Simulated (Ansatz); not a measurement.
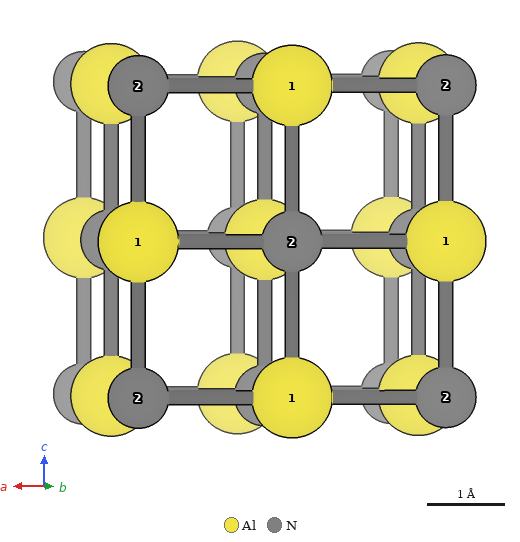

This is a symmetric starting cell of AlN. The picture is a ball-and-stick view of the conventional cell (4 times the calculation's cell), seen from a free direction. Lengths and directions refer to the drawn axes.

Method: DFT PBEsol, scalar-relativistic, plane waves, PAW (Ansatz). (plane-wave cutoff 420 eV; k-point mesh 10 × 10 × 10; occupations gaussian; smearing width 0.02 eV; no spin polarisation)

Now this is done to it. All lengths are scaled by +3.8 % (volume +11.8 %), the atoms keeping their fractional coordinates. No relaxation follows. The starting cell wasn't computed here and needn't be at equilibrium, so pressure and forces aren't due to the change alone.

The input:
```yaml
crystal:
  lattice:
    - [0.0, 2.1115245063, 2.1115245063]
    - [2.1115245063, 0.0, 2.1115245063]
    - [2.1115245063, 2.1115245063, 0.0]
  atoms:
    - { symbol: Al, position: [0.5, 0.5, 0.5] }
    - { symbol: "N", position: [0.0, 0.0, 0.0] }
basis:
  ecutwfc: 420
kpoints:
  mp_grid: { grid: [10, 10, 10] }
hamiltonian:
  xc: pbesol
scf:
  occupations: { method: gaussian, width: 0.02 }
output:
  forces: true
  stress: true
  eigenvalues: true
```

Launched with:
```bash
ansatz run input.yaml --threads 1 --pin off --max-ram 1331MiB --backend cpu --events-out ev --progress --plain --runs-dir out
```

Predict the response.

Answer. Near-neighbour distances before and after: Al–N 2.035 → 2.112 Å. The space group stays Fm-3m (No. 225). The pressure is −26.2 GPa (not all of it need come from the change, since the unchanged cell can be under pressure at this level too). All forces vanish by symmetry.

Drawn alike, the variant:

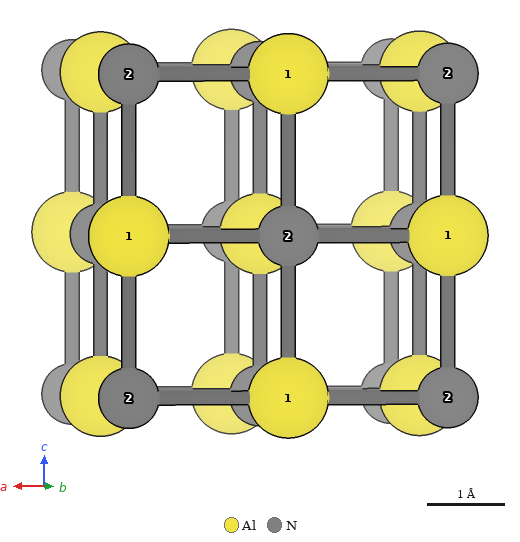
